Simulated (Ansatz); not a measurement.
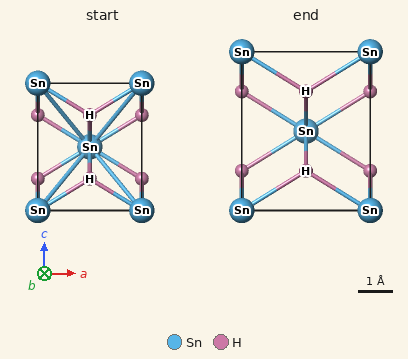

The structure of crystalline SnH2 (a generated structure, set up in I4/mmm) (coarse preliminary run) before (left) and after (right) a relaxation, at one scale.

The picture is a ball-and-stick view of the conventional cell (2 times the calculation's cell), seen along the b axis. Lengths and directions refer to the drawn axes.

Case: Hf → Sn on all its sites, cell and atoms relaxed.

Theory: DFT PBEsol, scalar-relativistic, plane waves, PAW (Ansatz). Set-up: plane-wave cutoff 420 eV; k-point mesh 8 × 8 × 8; occupations gaussian; smearing width 0.1 eV; no spin polarisation; cell and atoms relaxed; force threshold 0.05 eV/Å; at most 60 steps.

**Describe what moved and what it gained.**

Over 8 accepted moves (10 points after the start) the energy falls by 1348 meV per atom. All forces vanish by symmetry, so only the cell relaxes. The pressure goes from 134.37 to −0.11 GPa. The SCF was repeated twice at an unchanged geometry on a basis and grid sized afresh for the cell, which shifted the energy by 42.0 meV per atom at most. The atoms keep their places relative to the cell (all moves are under 0.005 Å). The volume changes by +90.0 %, with a = b 3.141 → 3.877 Å (+23.4 %), c 3.842 → 4.791 Å (+24.7 %). Among the contacts that change: Sn–Sn 2.936 → 3.640 Å, H–Sn 1.841 → 2.279 Å. The space group stays I4/mmm (No. 139).
